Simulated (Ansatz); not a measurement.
Start from this file.

```cif
data_structure
_symmetry_space_group_name_H-M 'P 63 m c'
_symmetry_Int_Tables_number 186
_cell_length_a 3.2184
_cell_length_b 3.2184
_cell_length_c 5.2432
_cell_angle_alpha 90.000
_cell_angle_beta 90.000
_cell_angle_gamma 120.000
_cell_volume 47.03
loop_
_atom_site_label
_atom_site_type_symbol
_atom_site_symmetry_multiplicity
_atom_site_Wyckoff_symbol
_atom_site_fract_x
_atom_site_fract_y
_atom_site_fract_z
_atom_site_occupancy
Ga1 Ga 2 b 0.66667 0.33333 0.49913 1
N1 N 2 b 0.66667 0.33333 0.87587 1
```

Q: Interpret the file: composition, symmetry and coordination.

A: It has the composition GaN. The symmetry is that of P6_3mc (No. 186), on a primitive hexagonal lattice. Among the common structure types it is wurtzite. With Z = 2, the cell contains 2 Ga, 2 N. The coordination shell of Ga holds four N in a tetrahedral arrangement at 1.97 to 1.98 Å. Each N has four Ga in a tetrahedral arrangement at 1.97 to 1.98 Å. The bonds build a three-dimensional framework.

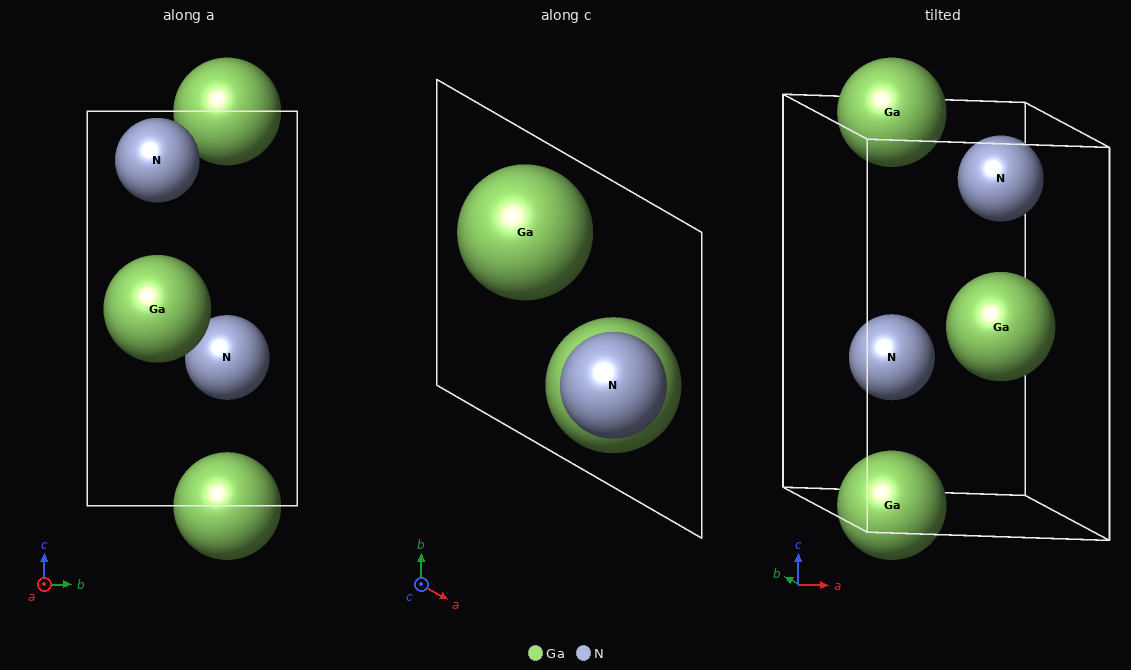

An orthographic spheres-only view of the structure, along the a axis, along the c axis and slightly off an axis. The conventional unit cell is outlined; an atom on or near a face, edge or corner is repeated at each equivalent position.

It goes back to a structure listed in the Materials Project. Earlier steps of the study, as a rule a relaxation of our own, may have changed the cell and positions, so they can lie some per cent off the listed ones. It was run through Ansatz as a DFT input.
